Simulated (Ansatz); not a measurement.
Tl (P6/mmm, No. 191): coordinates from a relaxation with DFT PBEsol, scalar-relativistic, plane waves, PAW (Ansatz 0.2.0); the starting structure was generated, so it need not be a known form of this composition.

```
CELL_PARAMETERS angstrom
3.30621 0.00000 0.00000
-1.65310 2.86326 0.00000
0.00000 0.00000 3.14849
ATOMIC_POSITIONS crystal
Tl 0.00000 0.00000 0.00000
```

What will a projected-potential map along [001] show? Computed as the sum of neutral-atom potentials (tabulated electron scattering factors, B = 0.5 Å²) projected along the beam and smoothed by 0.25 Å; brighter is more positive. The display is stretched by a gamma of 0.7; percentages refer to the linear signal.

Answer. The columns repeat on a hexagonal net with a repeat of 3.31 Å (plane group p6mm). All columns are alike (Tl). The shortest distance between visible columns is 3.31 Å in projection. Along the beam the structure repeats every 3.15 Å.

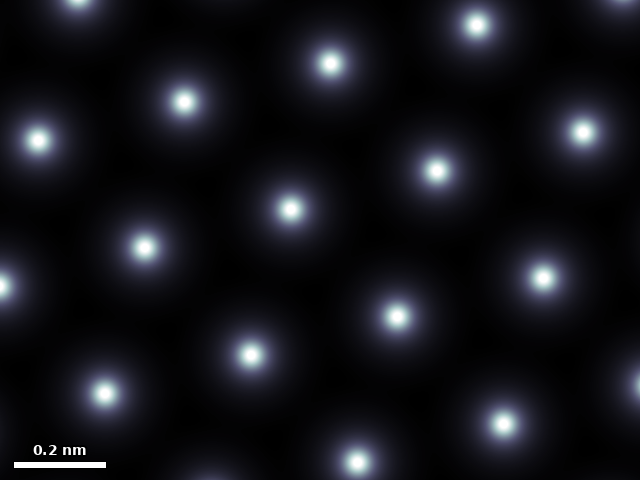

The simulated image.

What mean inner potential do neutral atoms give for this crystal?

Answer. About 19 V (the sum of the forward scattering factors over the cell volume; bonding usually lowers the true value).
